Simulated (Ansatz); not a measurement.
**Run report: HfO2, single-point calculation (part 2 of 2)**

Continued. System: HfO2 (6 atoms in the cell). Method: DFT, HSE06, plane waves, PAW, no spin polarisation (Ansatz 0.2.0); cutoff 420 eV, 4×4×4 k-mesh, fixed occupations. The structure was built on a prototype by a generator. The geometry comes from this level: r2SCAN (a point of a series of strains). It belongs to a series of runs on one base structure; here: epitaxial_xy strain -1.0%.

Geometry of the input (Å; fractional positions):
```
4.7899  0.0000  0.0000
0.0000  4.7899  0.0000
0.0000  0.0000  3.2414
Hf 0.0000  0.0000  0.0000
Hf 0.5000  0.5000  0.5000
O  0.3055  0.3055  0.0000
O  0.1945  0.8055  0.5000
O  0.8055  0.1945  0.5000
O  0.6945  0.6945  0.0000
```

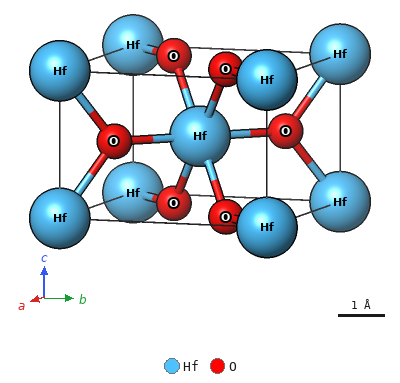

The input geometry (ball-and-stick view of the cell of the calculation, seen slightly off an axis). An atom can appear more than once, as a periodic image.

**Output, continued**
```
  k-point 0: bands = ["-51.3852", "-51.3722", "-19.0616", "-19.0616", "-18.6901", "-18.6901", "-18.5786", "-18.4910", "-7.7192", "-6.8969", "-5.6492", "-5.6492", "-1.2423", "-1.2423", "-1.2337", "-1.2026", "-1.2009", "-1.2009", "-1.1945", "-1.1945", "-1.1761", "-1.1699", "-1.1497", "-1.1465", "-1.0345", "-1.0345", "5.6994", "6.1987", "6.9511", "7.7484", "7.7484", "9.6589", "9.6589", "9.8064", "10.8591", "11.1849", "11.1849", "11.5727", "17.2901", "17.3664", "18.6481", "18.9505", "18.9505"]
  k-point 1: bands = ["-51.3725", "-51.3633", "-18.9513", "-18.9513", "-18.9281", "-18.8743", "-18.6904", "-18.6904", "-7.0210", "-6.4199", "-6.0267", "-6.0267", "-1.2299", "-1.2299", "-1.2087", "-1.2001", "-1.2001", "-1.1998", "-1.1874", "-1.1874", "-1.1835", "-1.1800", "-1.1702", "-1.1466", "-1.0964", "-1.0964", "6.6534", "6.8664", "7.6253", "7.8590", "7.8590", "8.4469", "9.2579", "10.1637", "10.1637", "10.5159", "10.5159", "11.0337", "18.2225", "18.3719", "18.7863", "19.0097", "19.0097"]
  k-point 2: bands = ["-51.3571", "-51.3571", "-19.2385", "-19.2385", "-18.7935", "-18.7935", "-18.7351", "-18.7351", "-6.3953", "-6.3953", "-6.1532", "-6.1532", "-1.2029", "-1.2029", "-1.2014", "-1.2014", "-1.1998", "-1.1998", "-1.1937", "-1.1937", "-1.1903", "-1.1903", "-1.1469", "-1.1469", "-1.1422", "-1.1422", "7.3220", "7.3220", "8.0459", "8.0459", "8.2788", "8.2788", "9.3452", "9.3452", "9.5419", "9.5419", "10.5572", "10.5572", "19.0279", "19.0279", "19.3492", "19.3492", "19.5530"]
  k-point 17: bands = ["-51.3571", "-51.3571", "-19.2363", "-19.2363", "-18.8003", "-18.8003", "-18.7389", "-18.7389", "-6.4573", "-6.4573", "-6.0666", "-6.0666", "-1.2030", "-1.2030", "-1.2008", "-1.2008", "-1.1985", "-1.1985", "-1.1976", "-1.1976", "-1.1887", "-1.1887", "-1.1480", "-1.1480", "-1.1378", "-1.1378", "7.2069", "7.2069", "7.2998", "7.2998", "8.2640", "8.2640", "9.5707", "9.5707", "10.4398", "10.4398", "11.0782", "11.0782", "18.5081", "18.5081", "19.3313", "19.3313", "19.7577"]
```

**File bands.tsv**
```
# k_distance	band_0	band_1	band_2	band_3	band_4	band_5	band_6	band_7	band_8	band_9	band_10	band_11	band_12	band_13	band_14	band_15	band_16	band_17	band_18	band_19	band_20	band_21	band_22	band_23	band_24	band_25	band_26	band_27	band_28	band_29	band_30	band_31	band_32	band_33	band_34	band_35	band_36	band_37	band_38	band_39	band_40	band_41	band_42
# fermi_ev = 11.572711
# lock_threshold_ev = 1e-6
# [0, 0, 0] at k_distance = 0.000000
# [0, 0.5, 0] at k_distance = 0.655879
# [0.5, 0.5, 0] at k_distance = 1.311757
# [0, 0, 0.5] at k_distance = 2.653302
# [0, 0.5, 0.5] at k_distance = 3.309180
# [0.5, 0.5, 0.5] at k_distance = 3.965059
# levels_relative_to = fermi_ev
# free_energy_ev = -33723.490214
# largest_residual_norms_ev = 9.246e-5 9.247e-5 3.154e-4 3.209e-4 6.589e-4 6.653e-4 7.912e-4 7.913e-4 4.080e-4 4.093e-4 3.441e-4 3.536e-4 1.523e-3 1.544e-3 1.767e-3 1.769e-3 2.331e-3 2.333e-3 1.863e-3 1.901e-3 3.354e-3 2.840e-3 3.259e-3 3.259e-3 1.219e-3 1.222e-3 1.358e-3 1.394e-3 8.723e-4 8.737e-4 9.539e-4 1.107e-3 1.516e-3 1.645e-3 1.806e-3 1.818e-3 1.494e-3 1.501e-3 1.359e-3 1.361e-3 1.223e-3 1.223e-3 1.330e-3
0.000000	-62.957868	-62.944890	-30.634347	-30.634347	-30.262834	-30.262834	-30.151320	-30.063665	-19.291884	-18.469597	-17.221909	-17.221909	-12.814962	-12.814962	-12.806389	-12.775268	-12.773620	-12.773620	-12.767209	-12.767209	-12.748850	-12.742602	-12.722417	-12.719259	-12.607235	-12.607235	-5.873264	-5.374060	-4.621580	-3.824339	-3.824339	-1.913857	-1.913857	-1.766326	-0.713595	-0.387839	-0.387839	0.000000	5.717398	5.793685	7.075349	7.377812	7.377812
0.655879	-62.951347	-62.951347	-30.496019	-30.496019	-30.418522	-30.418522	-30.107413	-30.107413	-18.454284	-18.454284	-17.710861	-17.710861	-12.788033	-12.788033	-12.780930	-12.780930	-12.774410	-12.774410	-12.755552	-12.755552	-12.745602	-12.745602	-12.724595	-12.724595	-12.712069	-12.712069	-4.430468	-4.430468	-3.711799	-3.711799	-2.993835	-2.993835	-2.853103	-2.853103	-1.529190	-1.529190	-0.687307	-0.687307	6.399728	6.399728	8.075331	8.075331	8.357518
1.311757	-62.951310	-62.951310	-30.665303	-30.665303	-30.243138	-30.243138	-30.107196	-30.107196	-18.805161	-18.805161	-17.291766	-17.291766	-12.817163	-12.817163	-12.791185	-12.791185	-12.767818	-12.767818	-12.763922	-12.763922	-12.745465	-12.745465	-12.720404	-12.720404	-12.630323	-12.630323	-5.630035	-5.630035	-3.914572	-3.914572	-2.486078	-2.486078	-1.814106	-1.814106	-1.187281	-1.187281	-0.736908	-0.736908	5.997140	5.997140	7.455463	7.455463	8.526301
2.653302	-62.929836	-62.929836	-30.811170	-30.811170	-30.366201	-30.366201	-30.307802	-30.307802	-17.968047	-17.968047	-17.725863	-17.725863	-12.775619	-12.775619	-12.774090	-12.774090	-12.772549	-12.772549	-12.766411	-12.766411	-12.763005	-12.763005	-12.719659	-12.719659	-12.714936	-12.714936	-4.250681	-4.250681	-3.526799	-3.526799	-3.293926	-3.293926	-2.227513	-2.227513	-2.030815	-2.030815	-1.015482	-1.015482	7.455141	7.455141	7.776460	7.776460	7.980314
3.309180	-62.929817	-62.929817	-30.863730	-30.863730	-30.320789	-30.320789	-30.294870	-30.294870	-18.476965	-18.476965	-17.176815	-17.176815	-12.789924	-12.789924	-12.775333	-12.775333	-12.773890	-12.773890	-12.769533	-12.769533	-12.757271	-12.757271	-12.746446	-12.746446	-12.648727	-12.648727	-4.983780	-4.983780	-3.769036	-3.769036	-2.543745	-2.543745	-1.870492	-1.870492	-1.855206	-1.855206	-0.933790	-0.933790	5.921450	5.921450	8.090334	8.090334	8.919425
3.965059	-62.929783	-62.929783	-30.808989	-30.808989	-30.373018	-30.373018	-30.311568	-30.311568	-18.030044	-18.030044	-17.639349	-17.639349	-12.775668	-12.775668	-12.773536	-12.773536	-12.771220	-12.771220	-12.770316	-12.770316	-12.761416	-12.761416	-12.720736	-12.720736	-12.710516	-12.710516	-4.365842	-4.365842	-4.272893	-4.272893	-3.308696	-3.308696	-2.002037	-2.002037	-1.132944	-1.132944	-0.494532	-0.494532	6.935378	6.935378	7.758542	7.758542	8.185023
```

**File rho_z.tsv**
```
# z_ang	rho[e/angstrom^3]
# format = ansatz-planar-average/11
# lattice	4.789899362	0.000000000	0.000000000
# lattice	0.000000000	4.789899362	0.000000000
# lattice	0.000000000	0.000000000	3.241360567
# sites	6
# site	72	0.000000000	0.000000000	0.000000000
# site	72	2.394949681	2.394949681	1.620680283
# site	8	1.463217835	1.463217835	0.000000000
# site	8	0.931731846	3.858167517	1.620680283
# site	8	3.858167517	0.931731846	1.620680283
# site	8	3.326681527	3.326681527	0.000000000
0.000000	1.785161e0
0.135057	1.664920e0
0.270113	1.352570e0
0.405170	9.679032e-1
0.540227	6.376800e-1
0.675283	4.330543e-1
0.810340	3.660922e-1
0.945397	4.330543e-1
1.080454	6.376800e-1
1.215510	9.679032e-1
1.350567	1.352570e0
1.485624	1.664920e0
1.620680	1.785161e0
1.755737	1.664920e0
1.890794	1.352570e0
2.025850	9.679032e-1
2.160907	6.376800e-1
2.295964	4.330543e-1
2.431020	3.660922e-1
2.566077	4.330543e-1
2.701134	6.376800e-1
2.836190	9.679032e-1
2.971247	1.352570e0
3.106304	1.664920e0
```

**File v_z.tsv**
```
# z_ang	v_es[eV]	v_tot[eV]
# format = ansatz-planar-average/11
# xc	hse06
# density_cutoff_ev	1680
# datasets	Hf=:simpson_from_first_knot:soft:fock:shift=0	O=:simpson_from_first_knot:soft:fock:shift=0
# lattice	4.789899362	0.000000000	0.000000000
# lattice	0.000000000	4.789899362	0.000000000
# lattice	0.000000000	0.000000000	3.241360567
# sites	6
# site	72	0.000000000	0.000000000	0.000000000
# site	72	2.394949681	2.394949681	1.620680283
# site	8	1.463217835	1.463217835	0.000000000
# site	8	0.931731846	3.858167517	1.620680283
# site	8	3.858167517	0.931731846	1.620680283
# site	8	3.326681527	3.326681527	0.000000000
0.000000	5.683344e0	-4.329828e0
0.135057	6.027623e0	-3.839728e0
0.270113	7.009032e0	-2.520828e0
0.405170	8.416053e0	-6.944864e-1
0.540227	1.009468e1	1.437901e0
0.675283	1.152936e1	3.231517e0
0.810340	1.200471e1	3.839699e0
0.945397	1.152936e1	3.231517e0
1.080454	1.009468e1	1.437901e0
1.215510	8.416053e0	-6.944864e-1
1.350567	7.009032e0	-2.520828e0
1.485624	6.027623e0	-3.839728e0
1.620680	5.683344e0	-4.329828e0
1.755737	6.027623e0	-3.839728e0
1.890794	7.009032e0	-2.520828e0
2.025850	8.416053e0	-6.944864e-1
2.160907	1.009468e1	1.437901e0
2.295964	1.152936e1	3.231517e0
2.431020	1.200471e1	3.839699e0
2.566077	1.152936e1	3.231517e0
2.701134	1.009468e1	1.437901e0
2.836190	8.416053e0	-6.944864e-1
2.971247	7.009032e0	-2.520828e0
3.106304	6.027623e0	-3.839728e0
```

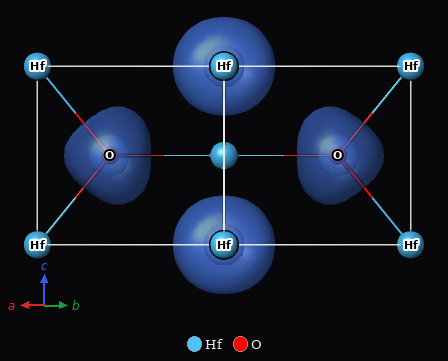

Isosurface of the electron localisation function at 0.7 (blue), seen along [110]. Core shells and regions of very low density are left out. Sticks mark near contacts. The outline is the cell set on symmetry axes. Values along the shortest contacts: Hf–O (2.07 Å): the ELF peaks at about 0.85 in the valence shell of O, 0.6 Å from its nucleus, and drops to about 0.15 between the two atoms. Core electrons are frozen (PAW), so the fields are smoothed inside the atomic spheres.

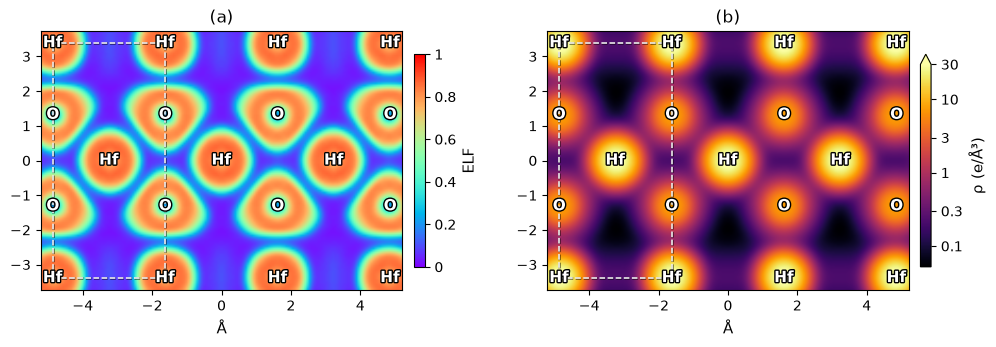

(a) electron localisation function; (b) valence pseudo-density on the (11̄0) plane of the conventional cell. Hf–O (2.07 Å): ρ is about 0.79 e/Å³ halfway; the ELF peaks at about 0.85 in the valence shell of O, 0.6 Å from its nucleus, and drops to about 0.15 between the two atoms. Away from the nuclei the density in this plane falls to 0.05 e/Å³ at its lowest. The strong features right at Hf lie inside the PAW spheres (semicore, d or f shells) and say nothing about bonding.

**Results in brief**

| quantity | value |
| --- | --- |
| outcome | converged |
| space group (tolerance 0.01 Å) | P4₂/mnm (136) |
| electrons treated | 76 |
| free energy | −33723.4902 eV |
| Fermi energy | 11.573 eV |
| gap on the k-point mesh | 5.72 eV |
| pressure | 2.97 GPa |
| largest force (length of the vector) | 0.057 eV/Å |
| hardware | 1 × NVIDIA H100 80GB HBM3, 2 threads of AMD EPYC (Zen 3), 144 GiB of memory available, shared host |
| wall time | 71 s (CPU time 94 s) |
| peak memory | 2.4 GiB |

**Notes**

The program warns: the exchange loop's threshold is looser than advised for the stress; the SCF threshold is looser than advised for the printed stress. Spin–orbit coupling is left out, which matters for Hf.
